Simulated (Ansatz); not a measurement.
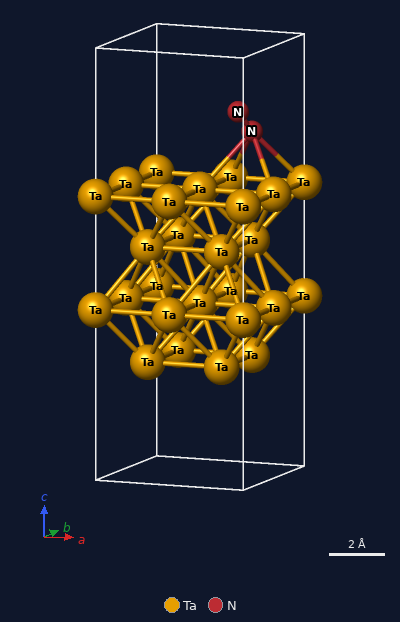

Fig. 1: The input geometry (ball-and-stick view of the cell of the calculation, with the vacuum cut short, seen slightly off an axis). An atom can appear more than once, as a periodic image.

# Geometry relaxation of Ta8N (part 1 of 3)

System: Ta8N (slab, 18 atoms in the cell).
Method: DFT PBE+D3(BJ), scalar-relativistic, plane waves, PAW, no spin polarisation (Ansatz 0.2.0).

The structure derives from an entry of the Crystallography Open Database. The input holds or restrains some coordinates. Forces given for the steps count only the free coordinates. It belongs to a series of runs on one base structure; here: 1 N2 a cell, tilted, over a Ta atom of a lower plane.

Input
```yaml
crystal:
  lattice:
    - [5.9136804077, 0.0, 0.0]
    - [0.0, 5.9136804077, 0.0]
    - [0.0, 0.0, 25.095905277]
  atoms:
    - { symbol: Ta, position: [0.25, 0.25, 0.3187771037] }
    - { symbol: Ta, position: [0.25, 0.75, 0.3187771037] }
    - { symbol: Ta, position: [0.75, 0.25, 0.3187771037] }
    - { symbol: Ta, position: [0.75, 0.75, 0.3187771037] }
    - { symbol: Ta, position: [0.5, 0.5, 0.4020895699] }
    - { symbol: Ta, position: [0.5, 0.0, 0.4020895699] }
    - { symbol: Ta, position: [0.0, 0.5, 0.4020895699] }
    - { symbol: Ta, position: [0.0, 0.0, 0.4020895699] }
    - { symbol: Ta, position: [0.75, 0.75, 0.4910020982] }
    - { symbol: Ta, position: [0.75, 0.25, 0.4910020982] }
    - { symbol: Ta, position: [0.25, 0.75, 0.4910020982] }
    - { symbol: Ta, position: [0.25, 0.25, 0.4910020982] }
    - { symbol: Ta, position: [0.0, 0.0, 0.5717591181] }
    - { symbol: Ta, position: [0.0, 0.5, 0.5717591181] }
    - { symbol: Ta, position: [0.5, 0.0, 0.5717591181] }
    - { symbol: Ta, position: [0.5, 0.5, 0.5717591181] }
    - { symbol: "N", position: [0.75, 0.75, 0.6530472795] }
    - { symbol: "N", position: [0.7024022211, 0.6362276605, 0.6858613977] }
basis:
  ecutwfc: 420
kpoints:
  mp_grid: { grid: [3, 3, 1] }
hamiltonian:
  xc: pbe
  dispersion: d3bj
scf:
  occupations: { method: gaussian, width: 0.1 }
output:
  forces: true
  eigenvalues: true
  write_density: true
  write_potential: true
  elf: true
  volumetric_format: npy
relax:
  adjacent_minimum: "off"
  f_tol: 0.04
  max_steps: 100
  constraints: [{ sites: [0, 1, 2, 3, 4, 5, 6, 7] }]
efield:
  axis: 3
  dipole_correction: true
  ramp_width: 0.04
```

Launched with:
```bash
ansatz run input.yaml --threads 4 --pin off --max-ram 12288MiB --backend cpu --events-out ev --progress --plain --runs-dir out
```

Log
```
Engine: ansatz 0.2.0, x86_64-unknown-linux-gnu
Pseudopotentials: kind: paw
Pseudopotential: Ta, paw, valence charge 13, recommended cutoff 420 eV (normal), Ta.paw.azcp
Pseudopotential: N, paw, valence charge 5, recommended cutoff 420 eV (normal), N.paw.azcp
Functional definition: PBE
  parameter kappa = 0.804
  parameter beta = 0.06672455060314922
  exchange = pbe_x(kappa = kappa, mu = beta*pi^2/3)
  correlation = pbe_c(beta = beta)
Crystal: 18 atoms, lattice volume = 877.644 Å³
Basis set: ecut = 420 eV, 17103 PW (Γ), exchange–correlation on 80×80×360 points (8 copies of the dense FFT grid, shifted against one another)
Bands: 131, of which v1, the nominal top of the filled ones, is band 109 counted from 1 (108 counted from 0)
Symmetry: 1 space group operations
Space group: P1 (ITA 1), of the structure as read, at distance tolerance 9.6e-5 Å
k-points: 5 of 9 (time reversal used)
Non-local potential: Ta, projectors of the file, l = 0: 3, l = 1: 2, l = 2: 2, l = 3: 1
Non-local potential: N, projectors of the file, l = 0: 2, l = 1: 2, l = 2: 1
PAW form: soft (Blöchl's): semilocal exchange-correlation on the pseudo side does not see the compensation charge
PAW one-centre angular grid: Ta, 590 points (default); XC on 64 Gauss nodes
PAW one-centre angular grid: N, 110 points (default); XC on 64 Gauss nodes
Initial density: superposition of atomic densities (neutral atoms: chi_scale 0, normalization atom), corrected by the library's trained network
Initial wavefunctions: pseudopotential atomic-orbital guess
Functional: x = pbe(κ = 0.804, μ = 0.2195149727645171), c = pbe(β = 0.06672455060314922)
SCF iter   1: F=—  HF=-159677.016192 eV  |F-HF|=—  |Δ(HF+E_count)|=         —  Δρ=7.37e-3  dr2=5.39e0  ethr=1.77e-3  p=-0.132 e·Å  D=-2.72e-2 V/Å  ΔV_dip=0.68 eV  dr2_dipole=3.04e0  V_vac-E_F(+/−)=4.74/4.06 eV  ⟨swp⟩=10.4  Hψ=3001  notcnv=0
efield: sawtooth ramp at fractional position 0.9823 (placed from the atoms, in the widest stretch of the axis that holds none; the zero of the levels goes with the place), width 0.0400; the density the first Hamiltonian is built on has a dipole p = -0.132 e·Å; the dipole correction subtracts the counter field D = -2.72e-2 V/Å, which shifts the + side's vacuum level by +0.68 eV against the − side's; the planar-averaged density in the ramp window peaks in size at 4.1e-5 e/Å³
preconditioner: auto → LDOS  [metal: Δε(μ)=0.016 eV  Ē_g=3.803 eV  σ=0.100 eV  W_gap=0.09  n_scr=140 (ndim 8)  ℏωp=11.8 eV  f_vac=0.551  D(μ)=21.38/eV (n_scr^D=120)  β→1.0]
SCF iter   2: F=—  HF=-159676.825567 eV  |F-HF|=—  |Δ(HF+E_count)|=   1.91e-1  Δρ=2.40e-3  dr2=1.74e-1  ethr=1.77e-3  p=0.075 e·Å  D=1.56e-2 V/Å  ΔV_dip=-0.39 eV  dr2_dipole=1.93e-2  V_vac-E_F(+/−)=4.24/4.63 eV  ⟨swp⟩=2.2  Hψ=788  notcnv=0  defer=21
SCF iter   3: F=—  HF=-159676.827942 eV  |F-HF|=—  |Δ(HF+E_count)|=   2.37e-3  Δρ=1.44e-3  dr2=4.71e-2  ethr=7.99e-5  p=0.050 e·Å  D=1.03e-2 V/Å  ΔV_dip=-0.26 eV  dr2_dipole=3.11e-3  V_vac-E_F(+/−)=4.22/4.48 eV  ⟨swp⟩=3.4  Hψ=1223  notcnv=0  defer=31
SCF iter   4: F=—  HF=-159676.821817 eV  |F-HF|=—  |Δ(HF+E_count)|=   6.13e-3  Δρ=4.72e-4  dr2=4.21e-3  ethr=2.16e-5  p=0.066 e·Å  D=1.35e-2 V/Å  ΔV_dip=-0.34 eV  dr2_dipole=5.67e-6  V_vac-E_F(+/−)=4.20/4.54 eV  ⟨swp⟩=2.0  Hψ=876  notcnv=0  defer=31
SCF iter   5: F=—  HF=-159676.822427 eV  |F-HF|=—  |Δ(HF+E_count)|=   6.10e-4  Δρ=2.07e-4  dr2=6.23e-4  ethr=1.93e-6  p=0.068 e·Å  D=1.40e-2 V/Å  ΔV_dip=-0.35 eV  dr2_dipole=1.28e-5  V_vac-E_F(+/−)=4.18/4.53 eV  ⟨swp⟩=2.4  Hψ=890  notcnv=0  defer=26
SCF iter   6: F=—  HF=-159676.822611 eV  |F-HF|=—  |Δ(HF+E_count)|=   1.84e-4  Δρ=6.01e-5  dr2=4.56e-5  ethr=2.86e-7  p=0.069 e·Å  D=1.42e-2 V/Å  ΔV_dip=-0.36 eV  dr2_dipole=6.29e-6  V_vac-E_F(+/−)=4.17/4.53 eV  ⟨swp⟩=2.0  Hψ=1001  notcnv=0  defer=22
SCF iter   7: F=-159676.822641 eV  HF=-159676.822639 eV  |F-HF|=1.93e-6  |Δ(HF+E_count)|=   2.84e-5  Δρ=2.95e-5  dr2=8.02e-6  ethr=1.83e-8  p=0.069 e·Å  D=1.42e-2 V/Å  ΔV_dip=-0.36 eV  dr2_dipole=9.12e-8  V_vac-E_F(+/−)=4.17/4.53 eV  ⟨swp⟩=26.2  Hψ=7797  notcnv=0
SCF 1 converged in 7 iterations: F = -159676.822641 eV  dr2 = 8.02e-6
  greatest PAW one-centre occupation: 0.999 electrons in one spin orbital (limit 2), on the Ta atom at site 15 (counted from 0), in its partial waves of l = 0
relax step   1: F+E_penalty+E_count = -159676.82264130 eV  Δ(F+E_penalty+E_count) = +0.000e0 eV  max|allowed force component| = 2.811e0 eV/Å  Δτ_max = 0.0000 Å  (7 SCF iters, dr2 threshold 4.00e-5 eV, accepted)
Initial density: handed on by an earlier stage of this run
Initial wavefunctions: those handed on with the density
iter 1 solved again at ethr=2.97e-4 eV; its pass at ethr=3.10e-3 eV (dr2=6.48e-1 eV) is discarded
SCF iter   1: F=—  HF=-159677.163405 eV  |F-HF|=—  |Δ(HF+E_count)|=         —  Δρ=9.79e-3  dr2=6.56e-1  ethr=2.97e-4  p=0.069 e·Å  D=1.42e-2 V/Å  ΔV_dip=-0.36 eV  dr2_dipole=2.21e-2  V_vac-E_F(+/−)=4.19/4.55 eV  ⟨swp⟩=1.6  Hψ=2527  notcnv=0  defer=27
efield: sawtooth ramp at fractional position 0.9823 (handed on by an earlier solve), width 0.0400; the density the first Hamiltonian is built on has a dipole p = 0.069 e·Å; the dipole correction subtracts the counter field D = 1.42e-2 V/Å, which shifts the + side's vacuum level by -0.36 eV against the − side's; the planar-averaged density in the ramp window peaks in size at 6.4e-6 e/Å³
preconditioner: auto → LDOS  [metal: Δε(μ)=0.050 eV  Ē_g=3.819 eV  σ=0.100 eV  W_gap=0.27  n_scr=140 (ndim 8)  ℏωp=11.8 eV  f_vac=0.548  D(μ)=17.68/eV (n_scr^D=102)  β→1.0]
SCF iter   2: F=—  HF=-159677.094278 eV  |F-HF|=—  |Δ(HF+E_count)|=   6.91e-2  Δρ=3.55e-3  dr2=1.82e-1  ethr=2.97e-4  p=0.027 e·Å  D=5.52e-3 V/Å  ΔV_dip=-0.14 eV  dr2_dipole=2.79e-4  V_vac-E_F(+/−)=4.39/4.53 eV  ⟨swp⟩=3.0  Hψ=1026  notcnv=0  defer=27
SCF iter   3: F=—  HF=-159677.061331 eV  |F-HF|=—  |Δ(HF+E_count)|=   3.29e-2  Δρ=8.63e-4  dr2=1.67e-2  ethr=8.34e-5  p=0.044 e·Å  D=9.15e-3 V/Å  ΔV_dip=-0.23 eV  dr2_dipole=1.88e-3  V_vac-E_F(+/−)=4.31/4.54 eV  ⟨swp⟩=2.4  Hψ=1085  notcnv=0  defer=27
SCF iter   4: F=—  HF=-159677.058825 eV  |F-HF|=—  |Δ(HF+E_count)|=   2.51e-3  Δρ=2.36e-4  dr2=8.88e-4  ethr=7.64e-6  p=0.042 e·Å  D=8.71e-3 V/Å  ΔV_dip=-0.22 eV  dr2_dipole=1.16e-4  V_vac-E_F(+/−)=4.32/4.53 eV  ⟨swp⟩=2.4  Hψ=1047  notcnv=0  defer=35
SCF iter   5: F=-159677.058896 eV  HF=-159677.058885 eV  |F-HF|=1.16e-5  |Δ(HF+E_count)|=   5.94e-5  Δρ=6.99e-5  dr2=7.65e-5  ethr=4.59e-8  p=0.041 e·Å  D=8.46e-3 V/Å  ΔV_dip=-0.21 eV  dr2_dipole=8.47e-6  V_vac-E_F(+/−)=4.32/4.53 eV  ⟨swp⟩=26.6  Hψ=7821  notcnv=0
SCF 2 converged in 5 iterations: F = -159677.058896 eV  dr2 = 7.65e-5
relax step   2: F+E_penalty+E_count = -159677.05889621 eV  Δ(F+E_penalty+E_count) = -2.363e-1 eV  max|allowed force component| = 1.112e0 eV/Å  Δτ_max = 0.1948 Å  (5 SCF iters, dr2 threshold 1.00e-4 eV, accepted)
[... from here on the SCF iterations and repeated set-up lines of each step are left out, up to the last step ...]
SCF 3 converged in 6 iterations: F = -159677.377620 eV  dr2 = 1.27e-5
relax step   3: F+E_penalty+E_count = -159677.37761979 eV  Δ(F+E_penalty+E_count) = -3.187e-1 eV  max|allowed force component| = 2.022e0 eV/Å  Δτ_max = 0.1950 Å  (6 SCF iters, dr2 threshold 7.73e-5 eV, accepted)
SCF 4 converged in 6 iterations: F = -159677.715119 eV  dr2 = 1.66e-5
relax step   4: F+E_penalty+E_count = -159677.71511857 eV  Δ(F+E_penalty+E_count) = -3.375e-1 eV  max|allowed force component| = 1.636e0 eV/Å  Δτ_max = 0.1220 Å  (6 SCF iters, dr2 threshold 1.00e-4 eV, accepted)
SCF 5 converged in 6 iterations: F = -159678.070287 eV  dr2 = 1.30e-5
relax step   5: F+E_penalty+E_count = -159678.07028733 eV  Δ(F+E_penalty+E_count) = -3.552e-1 eV  max|allowed force component| = 1.806e0 eV/Å  Δτ_max = 0.1940 Å  (6 SCF iters, dr2 threshold 1.00e-4 eV, accepted)
SCF 6 converged in 6 iterations: F = -159678.308069 eV  dr2 = 8.12e-6
relax step   6: F+E_penalty+E_count = -159678.30806948 eV  Δ(F+E_penalty+E_count) = -2.378e-1 eV  max|allowed force component| = 7.110e-1 eV/Å  Δτ_max = 0.1950 Å  (6 SCF iters, dr2 threshold 1.00e-4 eV, accepted)
SCF 7 converged in 6 iterations: F = -159678.592568 eV  dr2 = 1.04e-5
relax step   7: F+E_penalty+E_count = -159678.59256774 eV  Δ(F+E_penalty+E_count) = -2.845e-1 eV  max|allowed force component| = 1.558e0 eV/Å  Δτ_max = 0.1978 Å  (6 SCF iters, dr2 threshold 7.84e-5 eV, accepted)
SCF 8 converged in 6 iterations: F = -159678.872895 eV  dr2 = 4.69e-5
relax step   8: F+E_penalty+E_count = -159678.87289542 eV  Δ(F+E_penalty+E_count) = -2.803e-1 eV  max|allowed force component| = 1.710e0 eV/Å  Δτ_max = 0.1952 Å  (6 SCF iters, dr2 threshold 1.00e-4 eV, accepted)
SCF 9 converged in 6 iterations: F = -159679.099363 eV  dr2 = 5.02e-6
relax step   9: F+E_penalty+E_count = -159679.09936276 eV  Δ(F+E_penalty+E_count) = -2.265e-1 eV  max|allowed force component| = 1.103e0 eV/Å  Δτ_max = 0.1951 Å  (6 SCF iters, dr2 threshold 1.00e-4 eV, accepted)
SCF 10 converged in 5 iterations: F = -159679.326634 eV  dr2 = 3.85e-5
relax step  10: F+E_penalty+E_count = -159679.32663425 eV  Δ(F+E_penalty+E_count) = -2.273e-1 eV  max|allowed force component| = 6.146e-1 eV/Å  Δτ_max = 0.1958 Å  (5 SCF iters, dr2 threshold 1.00e-4 eV, accepted)
SCF 11 converged in 5 iterations: F = -159679.553872 eV  dr2 = 6.60e-5
relax step  11: F+E_penalty+E_count = -159679.55387202 eV  Δ(F+E_penalty+E_count) = -2.272e-1 eV  max|allowed force component| = 5.578e-1 eV/Å  Δτ_max = 0.1971 Å  (5 SCF iters, dr2 threshold 1.00e-4 eV, accepted)
SCF 12 converged in 5 iterations: F = -159679.679073 eV  dr2 = 7.23e-5
relax step  12: F+E_penalty+E_count = -159679.67907299 eV  Δ(F+E_penalty+E_count) = -1.252e-1 eV  max|allowed force component| = 6.847e-1 eV/Å  Δτ_max = 0.1949 Å  (5 SCF iters, dr2 threshold 9.67e-5 eV, accepted)
SCF 13 converged in 6 iterations: F = -159679.834815 eV  dr2 = 1.38e-5
relax step  13: F+E_penalty+E_count = -159679.83481473 eV  Δ(F+E_penalty+E_count) = -1.557e-1 eV  max|allowed force component| = 5.070e-1 eV/Å  Δτ_max = 0.1656 Å  (6 SCF iters, dr2 threshold 1.00e-4 eV, accepted)
SCF 14 converged in 6 iterations: F = -159679.868244 eV  dr2 = 9.84e-6
relax step  14: F+E_penalty+E_count = -159679.86824354 eV  Δ(F+E_penalty+E_count) = -3.343e-2 eV  max|allowed force component| = 4.642e-1 eV/Å  Δτ_max = 0.1951 Å  (6 SCF iters, dr2 threshold 1.00e-4 eV, accepted)
SCF 15 converged in 5 iterations: F = -159679.926792 eV  dr2 = 3.36e-5
relax step  15: F+E_penalty+E_count = -159679.92679200 eV  Δ(F+E_penalty+E_count) = -5.855e-2 eV  max|allowed force component| = 4.618e-1 eV/Å  Δτ_max = 0.1395 Å  (5 SCF iters, dr2 threshold 1.00e-4 eV, accepted)
SCF 16 converged in 6 iterations: F = -159679.835252 eV  dr2 = 2.52e-5
relax step  16: F+E_penalty+E_count = -159679.83525227 eV  Δ(F+E_penalty+E_count) = +9.154e-2 eV  max|allowed force component| = 8.357e-1 eV/Å  Δτ_max = 0.1753 Å  (6 SCF iters, dr2 threshold 1.00e-4 eV, rejected (line search))
SCF 17 converged in 9 iterations: F = -159679.982697 eV  dr2 = 1.50e-8
relax step  17: F+E_penalty+E_count = -159679.98269703 eV  Δ(F+E_penalty+E_count) = -5.591e-2 eV  max|allowed force component| = 2.181e-1 eV/Å  Δτ_max = 0.0849 Å  (9 SCF iters, accepted)
SCF 18 converged in 7 iterations: F = -159680.038518 eV  dr2 = 2.72e-6
relax step  18: F+E_penalty+E_count = -159680.03851782 eV  Δ(F+E_penalty+E_count) = -5.582e-2 eV  max|allowed force component| = 4.000e-1 eV/Å  Δτ_max = 0.0977 Å  (7 SCF iters, dr2 threshold 1.06e-5 eV, accepted)
SCF 19 converged in 6 iterations: F = -159680.159521 eV  dr2 = 1.78e-5
relax step  19: F+E_penalty+E_count = -159680.15952063 eV  Δ(F+E_penalty+E_count) = -1.210e-1 eV  max|allowed force component| = 6.088e-1 eV/Å  Δτ_max = 0.1456 Å  (6 SCF iters, dr2 threshold 3.57e-5 eV, accepted)
SCF 20 converged in 6 iterations: F = -159680.328627 eV  dr2 = 2.16e-5
relax step  20: F+E_penalty+E_count = -159680.32862669 eV  Δ(F+E_penalty+E_count) = -1.691e-1 eV  max|allowed force component| = 7.249e-1 eV/Å  Δτ_max = 0.1937 Å  (6 SCF iters, dr2 threshold 1.00e-4 eV, accepted)
SCF 21 converged in 5 iterations: F = -159680.403829 eV  dr2 = 3.23e-5
relax step  21: F+E_penalty+E_count = -159680.40382914 eV  Δ(F+E_penalty+E_count) = -7.520e-2 eV  max|allowed force component| = 4.929e-1 eV/Å  Δτ_max = 0.1945 Å  (5 SCF iters, dr2 threshold 1.00e-4 eV, accepted)
SCF 22 converged in 5 iterations: F = -159680.432993 eV  dr2 = 1.60e-5
relax step  22: F+E_penalty+E_count = -159680.43299346 eV  Δ(F+E_penalty+E_count) = -2.916e-2 eV  max|allowed force component| = 1.214e-1 eV/Å  Δτ_max = 0.0631 Å  (5 SCF iters, dr2 threshold 1.00e-4 eV, accepted)
SCF 23 converged in 7 iterations: F = -159680.437638 eV  dr2 = 3.20e-8
relax step  23: F+E_penalty+E_count = -159680.43763839 eV  Δ(F+E_penalty+E_count) = -4.645e-3 eV  max|allowed force component| = 8.730e-2 eV/Å  Δτ_max = 0.0258 Å  (7 SCF iters, accepted)
SCF 24 converged in 7 iterations: F = -159680.441710 eV  dr2 = 3.52e-8
relax step  24: F+E_penalty+E_count = -159680.44171013 eV  Δ(F+E_penalty+E_count) = -4.072e-3 eV  max|allowed force component| = 7.467e-2 eV/Å  Δτ_max = 0.0307 Å  (7 SCF iters, accepted)
SCF 25 converged in 7 iterations: F = -159680.448987 eV  dr2 = 6.13e-7
relax step  25: F+E_penalty+E_count = -159680.44898715 eV  Δ(F+E_penalty+E_count) = -7.277e-3 eV  max|allowed force component| = 1.701e-1 eV/Å  Δτ_max = 0.1623 Å  (7 SCF iters, dr2 threshold 2.88e-6 eV, accepted)
SCF 26 converged in 5 iterations: F = -159680.455698 eV  dr2 = 5.80e-6
relax step  26: F+E_penalty+E_count = -159680.45569767 eV  Δ(F+E_penalty+E_count) = -6.711e-3 eV  max|allowed force component| = 8.414e-2 eV/Å  Δτ_max = 0.0623 Å  (5 SCF iters, dr2 threshold 2.12e-5 eV, accepted)
SCF 27 converged in 5 iterations: F = -159680.458414 eV  dr2 = 9.03e-7
relax step  27: F+E_penalty+E_count = -159680.45841444 eV  Δ(F+E_penalty+E_count) = -2.717e-3 eV  max|allowed force component| = 4.614e-2 eV/Å  Δτ_max = 0.0229 Å  (5 SCF iters, dr2 threshold 1.73e-6 eV, accepted)
SCF 28 converged in 6 iterations: F = -159680.458662 eV  dr2 = 6.41e-8
relax step  28: F+E_penalty+E_count = -159680.45866195 eV  Δ(F+E_penalty+E_count) = -2.475e-4 eV  max|allowed force component| = 5.576e-2 eV/Å  Δτ_max = 0.0279 Å  (6 SCF iters, accepted)
```
